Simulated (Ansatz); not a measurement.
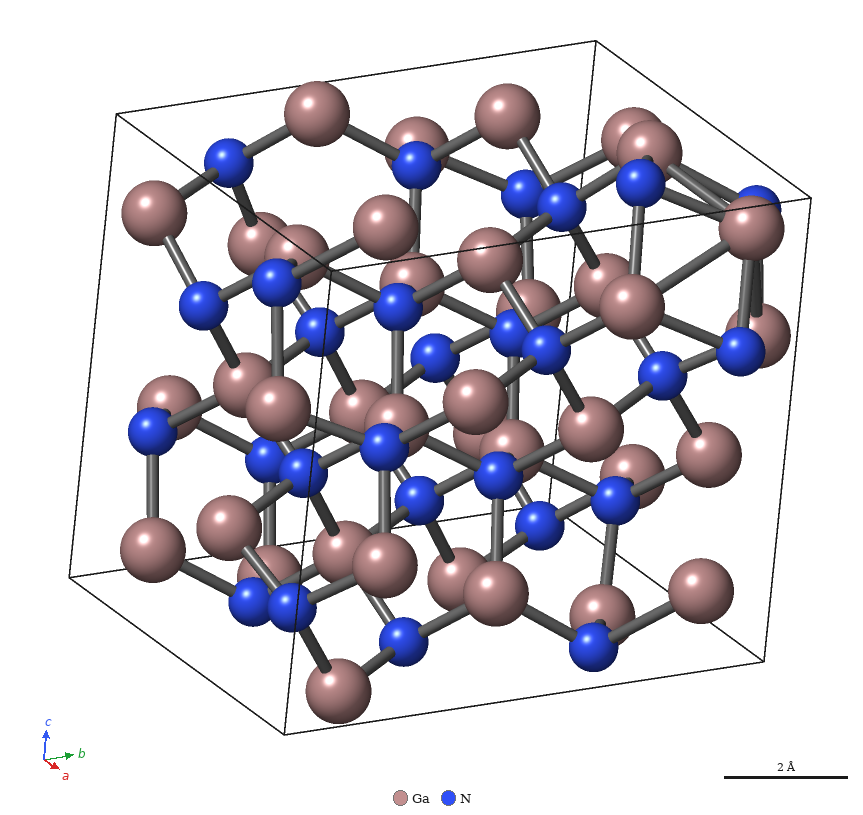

The structure above is drawn in ball-and-stick style and viewed from a general direction. The parallelepiped is the simulation cell. Cell: a = 8.302 Å, b = 8.302 Å, c = 8.302 Å, α = 84.36°, β = 84.36°, γ = 84.36°.

- The formula is Ga₂₅N₂₄.
- The symmetry is that of R3 (No. 146), on a rhombohedral (trigonal R) lattice.
- Cell content 25 Ga, 24 N; Z = 1.
- By contacts within bonding range, the coordination numbers are Ga 4 to 9 (mean 4.4) and N 4 to 5 (mean 4.1).
- The bonds build a three-dimensional framework.

It goes back to a structure listed in the Materials Project, repeated into a supercell with a point defect put in. The atoms were relaxed in a fixed cell with Ansatz, DFT PBE, scalar-relativistic, plane waves, PAW.
